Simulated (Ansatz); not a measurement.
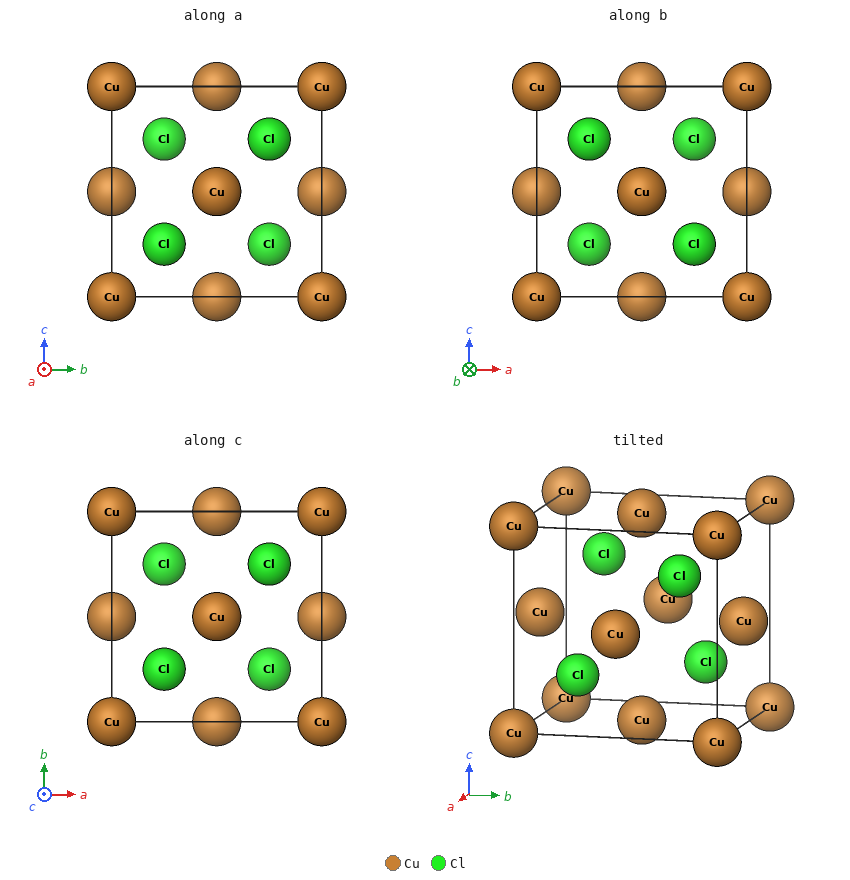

Crystal structure, spheres-only style, seen along the a axis, along the b axis, along the c axis and slightly off an axis. The frame is the conventional unit cell; atoms at its boundary are shown with their periodic copies.

Lattice parameters: a = 5.424 Å, b = 5.424 Å, c = 5.424 Å, α = 90.00°, β = 90.00°, γ = 90.00°.

### Express the structure as a table of Wyckoff sites.

Space group F-43m (No. 216).
```json
{"atom": "Cu", "site": "4a", "x": "0.0000", "y": "0.0000", "z": "0.0000"}
{"atom": "Cl", "site": "4d", "x": "0.2500", "y": "0.2500", "z": "0.7500"}
```

Source of the structure: a structure type filled with these elements by a generator (whether the compound takes this form wasn't checked). Earlier steps of the study may have refined or changed the cell and positions. It went into a calculation with Ansatz.
